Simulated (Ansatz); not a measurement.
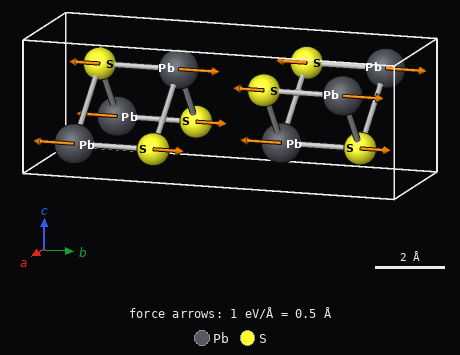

A changed version of a symmetric starting cell of PbS (made from another compound by putting Pb in place of Ge), with the computed forces as orange arrows. Besides, all lengths are scaled by −3.1 % (volume −8.9 %). Style: ball-and-stick. Shown: the conventional cell (2 times the calculation's cell), slightly off an axis. Lengths and directions refer to the drawn axes.

All numbers below come from Ansatz, DFT PBE, scalar-relativistic, plane waves, PAW. Settings: plane-wave cutoff 420 eV; k-point mesh 8 × 8 × 8; occupations gaussian; smearing width 0.02 eV; no spin polarisation.

> Where do the forces point?

The atoms keep their fractional coordinates. No relaxation follows. The starting cell wasn't computed here and needn't be at equilibrium, so pressure and forces aren't due to the change alone. The pressure is 16.5 GPa (not all of it need come from the change, since the unchanged cell can be under pressure at this level too). The principal stresses (compression positive) are 21.4 GPa along b, 14.2 GPa along c, 13.8 GPa along a. The largest forces, 2.6 eV/Å, act on 2 Pb atoms of the calculation's cell. Among the bonded contacts that change: Pb–S 2.925 → 2.836 Å, Pb–S 2.514 → 2.437 Å. The space group stays Cmcm (No. 63).
